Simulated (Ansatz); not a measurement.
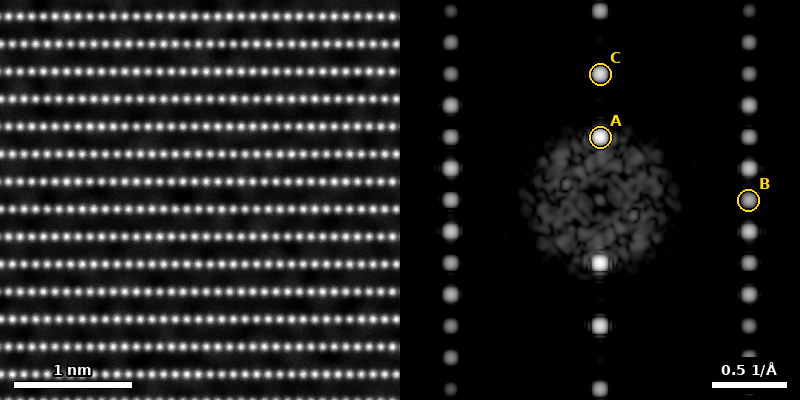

Z-contrast image of a crystal. Simulated incoherent Z contrast: every atom adds Z^1.6 spread by a probe of 0.58 Å full width; channelling and multiple scattering are left out. The probe carries 15 % of its weight in a tail 2.5 times as wide. Shot noise and the speckle of an amorphous layer were added.

The right panel is the modulus of the image's Fourier transform on a logarithmic scale.

Which lattice spacings do the marked spots stand for, and what angle do A and B enclose?

A: 2.4 Å, B: 1.0 Å, C: 1.2 Å; A and B enclose about 90°.

The crystal is Ge (P6_3/mmc, No. 194) along [310]; the spots are (0 0 -2), (1 -3 0) and (0 0 -4). Structure: coordinates from a relaxation with DFT, r2SCAN, plane waves (500 eV) with PAW, scalar-relativistic in Ansatz; the starting structure was generated, so it need not be a known form of this composition.
